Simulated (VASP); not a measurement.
## Ga: geometry relaxation (part 2 of 3)

The same run, continued: Ga (I4/mmm, 1 atom in the cell); Kohn-Sham DFT of a periodic cell, PBEsol, VASP PAW PBE potentials, recommended, no spin polarisation (VASP 6.6.1); cutoff 600 eV, 13×13×13 k-mesh, fermi-dirac of 0.05 eV. The structure derives from a Materials Project entry. It belongs to a series of runs on one base structure; here: pressure_gpa = 10.

Geometry of the input (Å; fractional positions):
```
-1.3844  1.3844  2.3112
1.3844  -1.3844  2.3112
1.3844  1.3844  -2.3112
Ga 0.0000  0.0000  0.0000
```

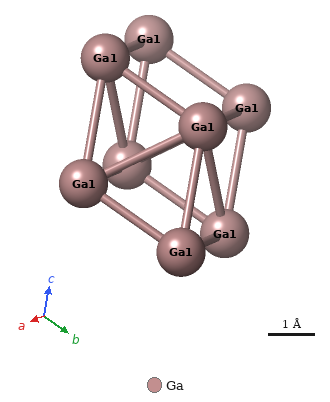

The geometry at step 4 of the log (ball-and-stick view of the reduced cell, seen slightly off an axis; atoms are numbered from 1 in the order of the input).

### Parts of OUTCAR, continued
```
  FORCE on cell =-STRESS in cart. coord.  units (eV):
  Direction    XX          YY          ZZ          XY          YZ          ZX
  --------------------------------------------------------------------------------------
  -------------------------------------------------------------------------------------
  Total        1.5614907      1.5614907      1.1365894      0.0000000      0.0000000      0.0000000
  in kB      167.1181659    167.1181659    121.6432039      0.0000000      0.0000000      0.0000000
  external PRESSURE =      51.9598453 kB  Pullay stress =     100.0000000 kB

 VOLUME and BASIS-vectors are now :
 -----------------------------------------------------------------------------
  energy-cutoff  :      600.00
  volume of cell :       14.97
      direct lattice vectors                 reciprocal lattice vectors
    -1.309229227  1.309229227  2.183408239     0.000000000  0.381904093  0.228999777
     1.309229227 -1.309229227  2.183408239     0.381904093  0.000000000  0.228999777
     1.309229227  1.309229227 -2.183408239     0.381904093  0.381904093  0.000000000

 POSITION                                       TOTAL-FORCE (eV/Angst)
 -----------------------------------------------------------------------------------
     -1.30923      1.30923      2.18341         0.000000      0.000000     -0.000000
 -----------------------------------------------------------------------------------
    total drift:                               -0.000000     -0.000000      0.000000

  FREE ENERGIE OF THE ION-ELECTRON SYSTEM (eV)
  ---------------------------------------------------
  free  energy   TOTEN  =        -3.2291698523 eV

  energy  without entropy=       -3.2261099780  energy(sigma->0) =       -3.22763992

  enthalpy is  TOTEN    =        -2.2948066262 eV   P V=        0.9343632260

--------------------------------------- Ionic step        3  -------------------------------------------

 number of electron      12.9999997 magnetization

------------------------ aborting loop because EDIFF is reached ----------------------------------------

  FORCE on cell =-STRESS in cart. coord.  units (eV):
  Direction    XX          YY          ZZ          XY          YZ          ZX
  --------------------------------------------------------------------------------------
  -------------------------------------------------------------------------------------
  Total        1.0864081      1.0864081      0.8160262      0.0000000     -0.0000000      0.0000000
  in kB      111.2640642    111.2640642     83.5730032      0.0000000     -0.0000000      0.0000000
  external PRESSURE =       2.0337106 kB  Pullay stress =     100.0000000 kB

 VOLUME and BASIS-vectors are now :
 -----------------------------------------------------------------------------
  energy-cutoff  :      600.00
  volume of cell :       15.64
      direct lattice vectors                 reciprocal lattice vectors
    -1.328460886  1.328460886  2.216109085     0.000000000  0.376375402  0.225620663
     1.328460886 -1.328460886  2.216109085     0.376375402  0.000000000  0.225620663
     1.328460886  1.328460886 -2.216109085     0.376375402  0.376375402  0.000000000

 POSITION                                       TOTAL-FORCE (eV/Angst)
 -----------------------------------------------------------------------------------
      0.00000      0.00000     -0.00000         0.000000      0.000000      0.000000
 -----------------------------------------------------------------------------------
    total drift:                                0.000000      0.000000     -0.000000

  FREE ENERGIE OF THE ION-ELECTRON SYSTEM (eV)
  ---------------------------------------------------
  free  energy   TOTEN  =        -3.2818284839 eV

  energy  without entropy=       -3.2787463185  energy(sigma->0) =       -3.28028740

  enthalpy is  TOTEN    =        -2.3054052900 eV   P V=        0.9764231939

--------------------------------------- Ionic step        4  -------------------------------------------

 number of electron      12.9999998 magnetization

------------------------ aborting loop because EDIFF is reached ----------------------------------------

  FORCE on cell =-STRESS in cart. coord.  units (eV):
  Direction    XX          YY          ZZ          XY          YZ          ZX
  --------------------------------------------------------------------------------------
  -------------------------------------------------------------------------------------
  Total        1.0405037      1.0405037      0.7788876      0.0000000      0.0000000      0.0000000
  in kB      106.2922795    106.2922795     79.5669813      0.0000000      0.0000000      0.0000000
  external PRESSURE =      -2.6161532 kB  Pullay stress =     100.0000000 kB

 VOLUME and BASIS-vectors are now :
 -----------------------------------------------------------------------------
  energy-cutoff  :      600.00
  volume of cell :       15.68
      direct lattice vectors                 reciprocal lattice vectors
    -1.329579643  1.329579643  2.218011381     0.000000000  0.376058706  0.225427157
     1.329579643 -1.329579643  2.218011381     0.376058706  0.000000000  0.225427157
     1.329579643  1.329579643 -2.218011381     0.376058706  0.376058706  0.000000000

 POSITION                                       TOTAL-FORCE (eV/Angst)
 -----------------------------------------------------------------------------------
      0.00000      0.00000     -0.00000         0.000000      0.000000      0.000000
 -----------------------------------------------------------------------------------
    total drift:                                0.000000      0.000000      0.000000

  FREE ENERGIE OF THE ION-ELECTRON SYSTEM (eV)
  ---------------------------------------------------
  free  energy   TOTEN  =        -3.2842882077 eV

  energy  without entropy=       -3.2812095357  energy(sigma->0) =       -3.28274887

  enthalpy is  TOTEN    =        -2.3053801725 eV   P V=        0.9789080352

--------------------------------------- Ionic step        5  -------------------------------------------

 number of electron      12.9999996 magnetization

------------------------ aborting loop because EDIFF is reached ----------------------------------------

  FORCE on cell =-STRESS in cart. coord.  units (eV):
  Direction    XX          YY          ZZ          XY          YZ          ZX
  --------------------------------------------------------------------------------------
  -------------------------------------------------------------------------------------
  Total        1.0278527      1.0278527      0.7836077      0.0000000     -0.0000000      0.0000000
  in kB      105.1911698    105.1911698     80.1949700      0.0000000     -0.0000000      0.0000000
  external PRESSURE =      -3.1408968 kB  Pullay stress =     100.0000000 kB

 VOLUME and BASIS-vectors are now :
 -----------------------------------------------------------------------------
  energy-cutoff  :      600.00
  volume of cell :       15.66
      direct lattice vectors                 reciprocal lattice vectors
    -1.334080463  1.334080463  2.199065330     0.000000000  0.374789987  0.227369325
     1.334080463 -1.334080463  2.199065330     0.374789987  0.000000000  0.227369325
     1.334080463  1.334080463 -2.199065330     0.374789987  0.374789987  0.000000000

 POSITION                                       TOTAL-FORCE (eV/Angst)
 -----------------------------------------------------------------------------------
      0.00000      0.00000     -0.00000         0.000000      0.000000     -0.000000
 -----------------------------------------------------------------------------------
    total drift:                                0.000000      0.000000     -0.000000

  FREE ENERGIE OF THE ION-ELECTRON SYSTEM (eV)
  ---------------------------------------------------
  free  energy   TOTEN  =        -3.2846112640 eV

  energy  without entropy=       -3.2821434791  energy(sigma->0) =       -3.28337737

  enthalpy is  TOTEN    =        -2.3074829701 eV   P V=        0.9771282939

--------------------------------------- Ionic step        6  -------------------------------------------

 number of electron      12.9999995 magnetization

------------------------ aborting loop because EDIFF is reached ----------------------------------------

  FORCE on cell =-STRESS in cart. coord.  units (eV):
  Direction    XX          YY          ZZ          XY          YZ          ZX
  --------------------------------------------------------------------------------------
  -------------------------------------------------------------------------------------
  Total        0.9054144      0.9054144      1.1652600      0.0000000      0.0000000      0.0000000
  in kB       93.2226521     93.2226521    119.9767018      0.0000000      0.0000000      0.0000000
  external PRESSURE =       2.1406687 kB  Pullay stress =     100.0000000 kB

 VOLUME and BASIS-vectors are now :
 -----------------------------------------------------------------------------
  energy-cutoff  :      600.00
  volume of cell :       15.56
      direct lattice vectors                 reciprocal lattice vectors
    -1.347582923  1.347582923  2.142227179     0.000000000  0.371034681  0.233401950
     1.347582923 -1.347582923  2.142227179     0.371034681  0.000000000  0.233401950
     1.347582923  1.347582923 -2.142227179     0.371034681  0.371034681  0.000000000

 POSITION                                       TOTAL-FORCE (eV/Angst)
 -----------------------------------------------------------------------------------
      0.00000      0.00000     -0.00000         0.000000      0.000000      0.000000
 -----------------------------------------------------------------------------------
    total drift:                                0.000000      0.000000     -0.000000

  FREE ENERGIE OF THE ION-ELECTRON SYSTEM (eV)
  ---------------------------------------------------
  free  energy   TOTEN  =        -3.2793052011 eV

  energy  without entropy=       -3.2774676915  energy(sigma->0) =       -3.27838645

  enthalpy is  TOTEN    =        -2.3080666072 eV   P V=        0.9712385939

--------------------------------------- Ionic step        7  -------------------------------------------

 number of electron      12.9999994 magnetization

------------------------ aborting loop because EDIFF is reached ----------------------------------------

  FORCE on cell =-STRESS in cart. coord.  units (eV):
  Direction    XX          YY          ZZ          XY          YZ          ZX
  --------------------------------------------------------------------------------------
  -------------------------------------------------------------------------------------
  Total        0.9676645      0.9676645      0.9301991      0.0000000     -0.0000000      0.0000000
  in kB       99.3124638     99.3124638     95.4673456      0.0000000     -0.0000000      0.0000000
  external PRESSURE =      -1.9692423 kB  Pullay stress =     100.0000000 kB

 VOLUME and BASIS-vectors are now :
 -----------------------------------------------------------------------------
  energy-cutoff  :      600.00
  volume of cell :       15.61
      direct lattice vectors                 reciprocal lattice vectors
    -1.340656286  1.340656286  2.171384623     0.000000000  0.372951669  0.230267818
     1.340656286 -1.340656286  2.171384623     0.372951669  0.000000000  0.230267818
     1.340656286  1.340656286 -2.171384623     0.372951669  0.372951669  0.000000000

 POSITION                                       TOTAL-FORCE (eV/Angst)
 -----------------------------------------------------------------------------------
      0.00000      0.00000     -0.00000        -0.000000      0.000000      0.000000
 -----------------------------------------------------------------------------------
    total drift:                               -0.000000      0.000000     -0.000000

  FREE ENERGIE OF THE ION-ELECTRON SYSTEM (eV)
  ---------------------------------------------------
  free  energy   TOTEN  =        -3.2838401748 eV

  energy  without entropy=       -3.2822514261  energy(sigma->0) =       -3.28304580

  enthalpy is  TOTEN    =        -2.3094765447 eV   P V=        0.9743636301

--------------------------------------- Ionic step        8  -------------------------------------------

 number of electron      12.9999994 magnetization

 Free energy of the ion-electron system (eV)
  ---------------------------------------------------
  ext. energy  EPLUGINS =         0.00000000
  ---------------------------------------------------
  free energy    TOTEN  =        -3.28337613 eV

  energy without entropy =       -3.28180147  energy(sigma->0) =       -3.28258880

 E-fermi :   7.3411     XC(G=0): -12.1396     alpha+bet :-14.0567

 val. band max:        7.2981625686   @ k =   0.3846   0.2308   0.1538
 cond. band min:       7.3556909882   @ k =  -0.3846  -0.3846   0.3846
 fundamental gap:      0.0575284196
 Fermi energy:         7.3411313715

 k-point     1 :       0.0000    0.0000    0.0000
  band No.  band energies     occupation
      1      -7.8913      2.00000
      2      -7.6855      2.00000
      3      -7.6855      2.00000
      4      -7.6764      2.00000
      5      -7.4676      2.00000
      6      -5.3069      2.00000
      7      21.7848      0.00000
      8      21.7848      0.00000
      9      21.8804      0.00000
     10      24.5070      0.00000

 k-point     2 :       0.0769   -0.0000    0.0000
  band No.  band energies     occupation
      1      -7.8794      2.00000
      2      -7.6931      2.00000
      3      -7.6760      2.00000
      4      -7.6700      2.00000
      5      -7.4741      2.00000
      6      -5.1309      2.00000
      7      19.5536      0.00000
      8      21.1537      0.00000
      9      21.5537      0.00000
     10      23.6912      0.00000

 k-point     3 :       0.1538   -0.0000    0.0000
  band No.  band energies     occupation
      1      -7.8570      2.00000
      2      -7.7213      2.00000
      3      -7.6528      2.00000
      4      -7.6395      2.00000
      5      -7.4894      2.00000
      6      -4.5961      2.00000
      7      15.9611      0.00000
      8      19.8837      0.00000
      9      21.1260      0.00000
     10      23.3443      0.00000

 k-point     4 :       0.2308    0.0000    0.0000
  band No.  band energies     occupation
      1      -7.8496      2.00000
      2      -7.7647      2.00000
      3      -7.6329      2.00000
      4      -7.5768      2.00000
      5      -7.4978      2.00000
      6      -3.6922      2.00000
      7      12.4478      0.00000
      8      18.6805      0.00000
      9      20.7954      0.00000
     10      22.5583      0.00000

 k-point     5 :       0.3077   -0.0000    0.0000
  band No.  band energies     occupation
      1      -7.8672      2.00000
      2      -7.8057      2.00000
      3      -7.6364      2.00000
      4      -7.4951      2.00000
      5      -7.4816      2.00000
      6      -2.4181      2.00000
      7       9.1816      0.00000
      8      17.7044      0.00000
      9      20.6547      0.00000
     10      21.7035      0.00000

 [... the levels of 18 k-points are left out ...]

 k-point    24 :       0.4615    0.1538   -0.0000
  band No.  band energies     occupation
      1      -7.8758      2.00000
      2      -7.7647      2.00000
      3      -7.6846      2.00000
      4      -7.5142      2.00000
      5      -7.3875      2.00000
      6       2.7861      2.00000
      7       3.1760      2.00000
      8      14.8814      0.00000
      9      16.0922      0.00000
     10      20.1202      0.00000

 [... further k-points ...]

------------------------ aborting loop because EDIFF is reached ----------------------------------------

  FORCE on cell =-STRESS in cart. coord.  units (eV):
  Direction    XX          YY          ZZ          XY          YZ          ZX
  --------------------------------------------------------------------------------------
  -------------------------------------------------------------------------------------
  Total        0.9554781      0.9554781      0.9685929      0.0000000      0.0000000      0.0000000
  in kB       98.1116965     98.1116965     99.4583598      0.0000000      0.0000000      0.0000000
  external PRESSURE =      -1.4394157 kB  Pullay stress =     100.0000000 kB

 VOLUME and BASIS-vectors are now :
 -----------------------------------------------------------------------------
  energy-cutoff  :      600.00
  volume of cell :       15.60
      direct lattice vectors                 reciprocal lattice vectors
    -1.341788710  1.341788710  2.166617723     0.000000000  0.372636911  0.230774444
     1.341788710 -1.341788710  2.166617723     0.372636911  0.000000000  0.230774444
     1.341788710  1.341788710 -2.166617723     0.372636911  0.372636911  0.000000000

 POSITION                                       TOTAL-FORCE (eV/Angst)
 -----------------------------------------------------------------------------------
      0.00000      0.00000     -0.00000        -0.000000     -0.000000      0.000000
 -----------------------------------------------------------------------------------
    total drift:                                0.000000      0.000000      0.000000

  FREE ENERGIE OF THE ION-ELECTRON SYSTEM (eV)
  ---------------------------------------------------
  free  energy   TOTEN  =        -3.2833761282 eV

  energy  without entropy=       -3.2818014657  energy(sigma->0) =       -3.28258880

  enthalpy is  TOTEN    =        -2.3095084168 eV   P V=        0.9738677114

 reached required accuracy - stopping structural energy minimisation
```

### CONTCAR
```
Ga
   1.00000000000000
    -1.3417887102309949    1.3417887102309949    2.1666177225082790
     1.3417887102309949   -1.3417887102309949    2.1666177225082790
     1.3417887102309949    1.3417887102309949   -2.1666177225082790
  Ga
     1
Direct
     0.0000000000000000    0.0000000000000000    0.0000000000000000

  0.00000000E+00  0.00000000E+00  0.00000000E+00
```

### Trajectory as extended XYZ (Å, eV, eV/Å), 8 frames, from step=0 to step=7
```
1
Lattice="-1.3844 1.3844 2.3112 1.3844 -1.3844 2.3112 1.3844 1.3844 -2.3112" Properties=species:S:1:pos:R:3:forces:R:3 step=0 energy=-2.23156
Ga    0.0000    0.0000    0.0000    0.0000   0.0000   0.0000
1
Lattice="-1.3092 1.3092 2.1834 1.3092 -1.3092 2.1834 1.3092 1.3092 -2.1834" Properties=species:S:1:pos:R:3:forces:R:3 step=1 energy=-2.29481
Ga   -1.3092    1.3092    2.1834    0.0000   0.0000   0.0000
1
Lattice="-1.3285 1.3285 2.2161 1.3285 -1.3285 2.2161 1.3285 1.3285 -2.2161" Properties=species:S:1:pos:R:3:forces:R:3 step=2 energy=-2.30541
Ga    0.0000    0.0000    0.0000    0.0000   0.0000   0.0000
1
Lattice="-1.3296 1.3296 2.2180 1.3296 -1.3296 2.2180 1.3296 1.3296 -2.2180" Properties=species:S:1:pos:R:3:forces:R:3 step=3 energy=-2.30538
Ga    0.0000    0.0000    0.0000    0.0000   0.0000   0.0000
1
Lattice="-1.3341 1.3341 2.1991 1.3341 -1.3341 2.1991 1.3341 1.3341 -2.1991" Properties=species:S:1:pos:R:3:forces:R:3 step=4 energy=-2.30748
Ga    0.0000    0.0000    0.0000    0.0000   0.0000   0.0000
1
Lattice="-1.3476 1.3476 2.1422 1.3476 -1.3476 2.1422 1.3476 1.3476 -2.1422" Properties=species:S:1:pos:R:3:forces:R:3 step=5 energy=-2.30807
Ga    0.0000    0.0000    0.0000    0.0000   0.0000   0.0000
1
Lattice="-1.3407 1.3407 2.1714 1.3407 -1.3407 2.1714 1.3407 1.3407 -2.1714" Properties=species:S:1:pos:R:3:forces:R:3 step=6 energy=-2.30948
Ga    0.0000    0.0000    0.0000    0.0000   0.0000   0.0000
1
Lattice="-1.3418 1.3418 2.1666 1.3418 -1.3418 2.1666 1.3418 1.3418 -2.1666" Properties=species:S:1:pos:R:3:forces:R:3 step=7 energy=-2.30951
Ga    0.0000    0.0000    0.0000    0.0000   0.0000   0.0000
```

### Key numbers

```csv
quantity,value
outcome,converged
space group (tolerance 0.01 Å),I4/mmm (139)
electrons treated,13
free energy,−3.2834 eV
Fermi energy,7.341 eV
gap on the k-point mesh,none (metallic)
pressure,9.86 GPa
final volume,15.60 Å³
largest force (length of the vector) at the end,under 0.001 eV/Å
final cell,"a = 2.880 Å, b = 2.880 Å, c = 2.880 Å, α = 124.47°, β = 124.47°, γ = 82.43°"
wall time,60 s
peak memory,0.18 GiB
```
